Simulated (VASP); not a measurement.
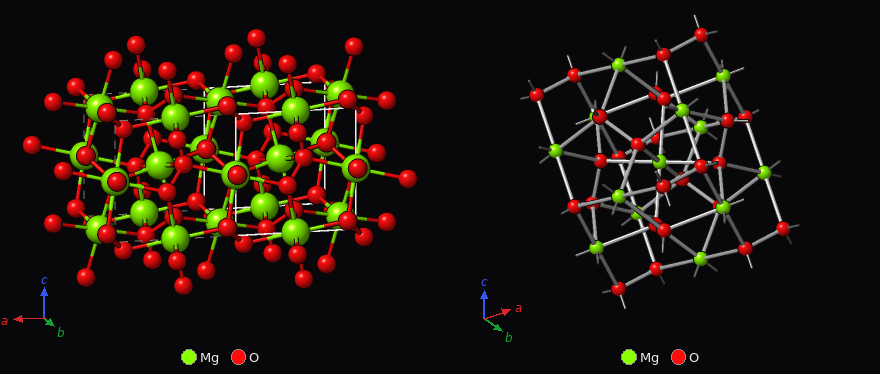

Left: the structure. Right: its underlying net. Nodes are coloured by element. Short stubs are edges that leave the cut-out.

System MgO₂ (space group Pa-3, No. 205); source of the atomic positions: the geometry relaxed with VASP 6.6.1, VASP Kohn-Sham DFT of a periodic cell, BLYP with D4, VASP PAW PBE potentials, recommended.

Bonds are taken as Mg–O below 2.3 Å and O–O below 1.7 Å; no other contact counts. Atoms with one bond or none are removed and atoms with two bonds are replaced by edges, until no such atom is left.

The result is a binodal (4,6)-connected, three-periodic net: O is a 4-connected node; Mg is a 6-connected node, in the ratio 2:1. It is a single net, without interpenetration.

| node | links | point symbol | coordination sequence |
| --- | --- | --- | --- |
| O | 4 | 5⁶ | 4 18 37 70 |
| Mg | 6 | 5¹²·8³ | 6 18 44 68 |
